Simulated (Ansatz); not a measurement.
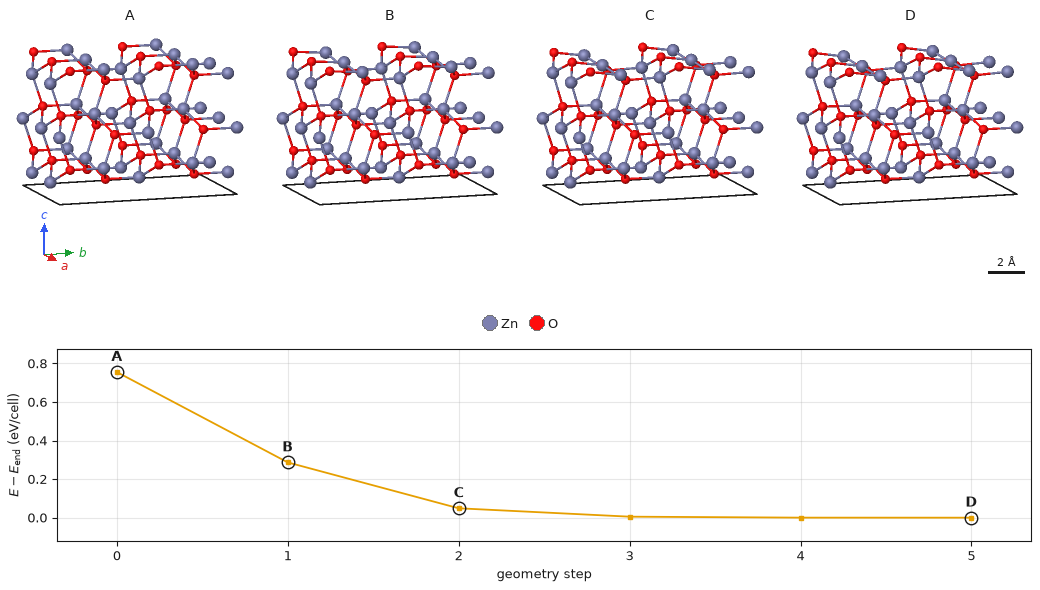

Frames of a constrained relaxation of a slab of composition ZnO (cut from the P6_3mc phase), marked on the history of the run. Style: ball-and-stick. Shown: the 1 × 2 repeat of the cell, outlined in the plane, without the vacuum (origin shifted), slightly off an axis.

Case: clean slab, lower planes held. The slab is the (1 0 0) face of ZnO. 12 atoms are held fixed.

All numbers below come from Ansatz 0.2.0, DFT PBE, scalar-relativistic, plane waves, PAW. (plane-wave cutoff 420 eV; k-point mesh 3 × 3 × 1; occupations gaussian; smearing width 0.05 eV; no spin polarisation; dipole correction; atoms relaxed in a fixed cell; force threshold 0.03 eV/Å; at most 70 steps)

Describe the path.

Over 5 geometry steps the energy falls by 0.755 eV per cell of the calculation. Largest force component: 1.4 eV/Å at the start, 0.023 eV/Å at the end. The largest moves, 0.42 Å, are those of Zn atoms. Largest moves by element: Zn 0.42 Å, O 0.07 Å. The lattice vectors keep their values. Among the contacts that change: O–Zn 2.007 → 1.863 Å, O–Zn 1.999 → 2.103 Å, O–Zn 1.999 → 1.931 Å, O–Zn 1.999 → 2.061 Å. Among the angles between lasting bonds that change: Zn–O–Zn 110.3° → 99.0°, O–Zn–O 108.7° → 118.6°, Zn–O–Zn 108.7° → 114.7°. Cost: 99 s on 4 threads of Arm Neoverse V2, on a shared host, peak memory 1.9 GiB. From step 0 to 1: Zn atoms move most (0.17 Å), energy −0.469 eV per cell of the calculation. From step 1 to 2: Zn atoms move most (0.19 Å), energy −0.238 eV per cell of the calculation. From step 2 to 5: Zn atoms move most (0.07 Å), energy −48.7 meV per cell of the calculation.

```json
{"step": "0", "E − E(0), meV/atom": "0.00", "largest force component, eV/Å": "1.3756"}
{"step": "1", "E − E(0), meV/atom": "-19.53", "largest force component, eV/Å": "0.8349"}
{"step": "2", "E − E(0), meV/atom": "-29.45", "largest force component, eV/Å": "0.6813"}
{"step": "3", "E − E(0), meV/atom": "-31.26", "largest force component, eV/Å": "0.1414"}
{"step": "4", "E − E(0), meV/atom": "-31.47", "largest force component, eV/Å": "0.0310"}
{"step": "5", "E − E(0), meV/atom": "-31.48", "largest force component, eV/Å": "0.0225"}
```
